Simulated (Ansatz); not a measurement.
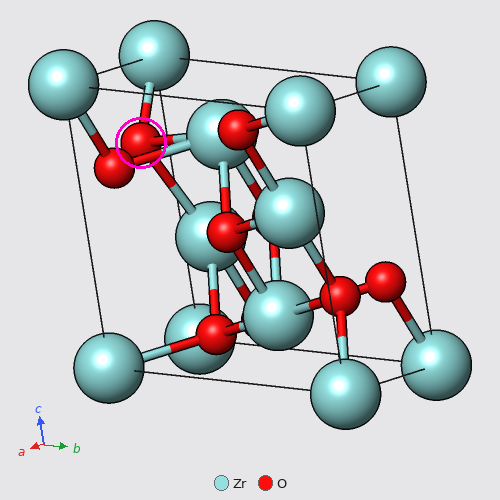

The system is ZrO₂ (Fm-3m phase) with one O vacancy (14 atoms in the cell, cell charge +2); the picture shows the reference structure. An atom moved over a plane that holds its own site and a neighbouring vacancy (z along [1 0 0] of the conventional cell). Coordinates scanned: (1) path of O10 from its site (0) to the vacancy (1), 2.532 Å; (2) shift of O10 across the path, along y. Nothing is relaxed (all other atoms held at the sites of the perfect crystal). The grid has 9 × 7 points; 26 points were computed and 25 follow by symmetry. At 12 points there is no value (left out of the scan, as a rule where atoms come close). Points are written as (first, second). Energies are in eV per cell, from the lowest grid point. The band gap closes in part of the range. The cell is charged on a uniform background, without a charge correction. Theory: DFT PBEsol, scalar-relativistic, plane waves, PAW (Ansatz 0.2.0). Settings: cutoff 420 eV, k-mesh 4×4×4, gaussian smearing 0.05 eV, no spin polarisation.

Range: path of O10 from its site (0) to the vacancy (1), 2.532 Å from −0.167 to 1.167; shift of O10 across the path, along y from −0.9 to 0.9 Å.

Q: Predict the map.

A: The lowest grid point is at (0.167, 0.0 Å) [nearest 2 Zr at 1.98 Å]. The same energy is found at (0.833, 0.0 Å) [nearest 2 Zr at 1.98 Å]. The highest grid point, (−0.167, 0.9 Å) [nearest 1 Zr at 1.57 Å], lies 8.5 eV above the lowest.

```tsv
second ↓, first →	−0.167	0.000	0.167	0.333	0.500	0.667	0.833	1.000	1.167
0.9	8.5	5.6	7.0	–	–	–	6.8	5.3	7.8
0.6	5.1	2.8	3.3	–	–	–	3.1	2.4	4.3
0.3	2.7	0.9	0.9	2.0	2.7	1.9	0.8	0.6	2.2
0.0	1.7	0.2	0.0	0.6	1.1	0.6	0.0	0.2	1.7
−0.3	2.2	0.6	0.8	1.9	2.7	2.0	0.9	0.9	2.7
−0.6	4.3	2.4	3.1	–	–	–	3.3	2.8	5.1
−0.9	7.8	5.3	6.8	–	–	–	7.0	5.6	8.5
```

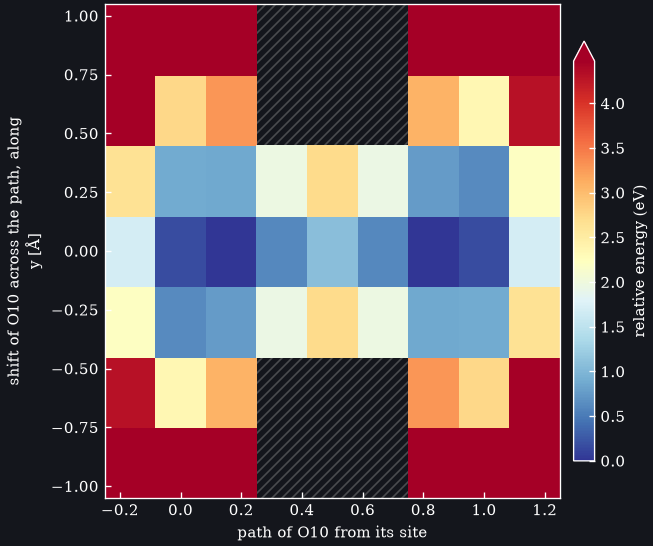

In the figure: one coloured cell a grid point, one colour for all values above the top of the scale, hatched blanks where no value was computed.

Time for the 26 points that were run: 11 min on 4 threads of Arm Neoverse N1, with other jobs on the host.

PAW datasets: the set soft_1.
